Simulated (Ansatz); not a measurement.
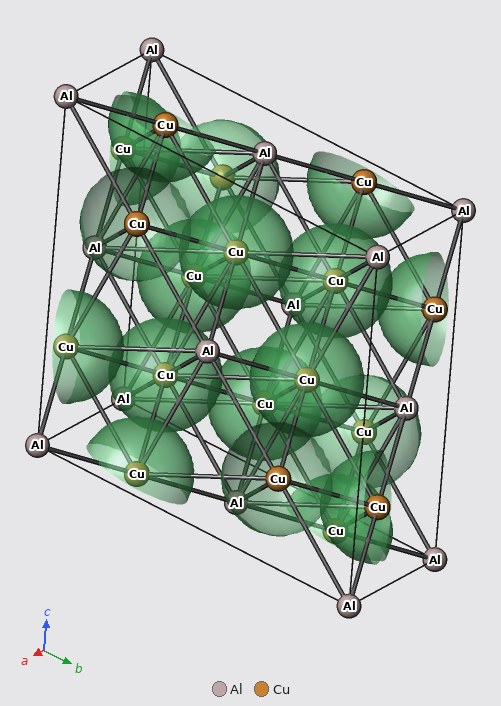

Figure. AlCu₃. Isosurface of the valence charge density (pseudo) at 0.4 e/Å³ (green), seen slightly off an axis. Sticks mark near contacts.

Space group Pm-3m; a structure from a database of computed crystals, not necessarily the ambient phase; computed without spin polarisation.

Method: Ansatz 0.2.0, DFT PBEsol, scalar-relativistic, plane waves, PAW.

Core electrons are frozen (PAW), and the valence fields are smoothed inside the atomic spheres.

Q: What does this surface tell about the bonding?

A: At this value the density breaks into separate islands; it holds about 85 % of the electrons treated as valence (semicore included). It bridges none of the near contacts. It is pinched off along the sampled Cu–Cu (2.57 Å) and Al–Cu (2.57 Å) contacts. On the grid the lowest density along these lines, outside the cores, is 0.28 e/Å³ (Cu–Cu, 2.57 Å) and 0.23 e/Å³ (Al–Cu, 2.57 Å).

Q: Does the calculation give a band gap?

A: It is gapless in this calculation (a metal or semimetal).
